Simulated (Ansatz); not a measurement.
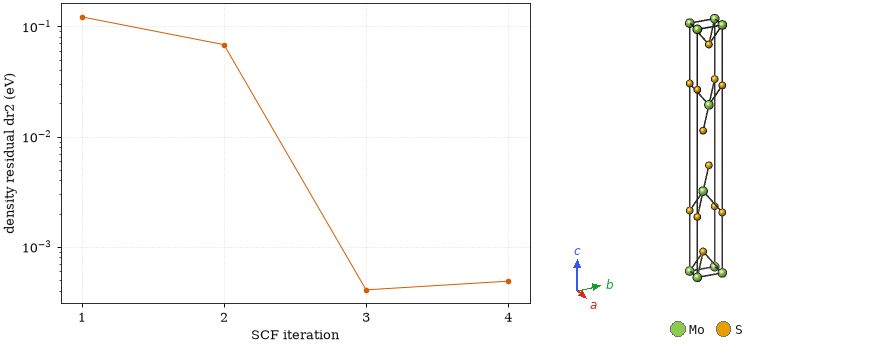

Beside the plot: the structure in its conventional cell.

The plot shows the SCF iterations of a calculation: density residual dr2. The starting density is a sum of atomic densities corrected by a trained network.

MoS₂ (3 atoms in the cell), run with Ansatz.

```
crystal:
  lattice:
    - [1.4355314954, 0.8288044953, 7.0978763693]
    - [-1.4355314954, 0.8288044953, 7.0978763693]
    - [0.0, -1.6576089906, 7.0978763693]
  atoms:
    - { symbol: Mo, position: [0.0, 0.0, 0.0] }
    - { symbol: S, position: [0.7563304588, 0.7563304588, 0.7563304588] }
    - { symbol: S, position: [0.2436695412, 0.2436695412, 0.2436695412] }
  symmetry: { detect: false }
basis:
  ecutwfc: 420
kpoints:
  mp_grid: { grid: [18, 18, 18] }
hamiltonian:
  xc: pbe
  dispersion: d3bj
scf:
  occupations: { method: gaussian, width: 0.15 }
  convergence: { dr2_threshold: 1.0e-06 }
output:
  forces: true
  eigenvalues: true
  stress: true
```

Launched with:
```bash
ansatz run input.yaml --threads 1 --pin off --max-ram 2560MiB --backend cpu --events-out ev --progress --plain --runs-dir out
```

**Was self-consistency reached?**

It was still iterating, at step 4, when the time limit ended it. The residual wanders between about 4 × 10⁻⁴ and 0.12 over the last 4 steps, with no lasting fall.

**Read the residual at the first and at the last step drawn.**

It starts near 0.12 and ends near 5 × 10⁻⁴ eV.
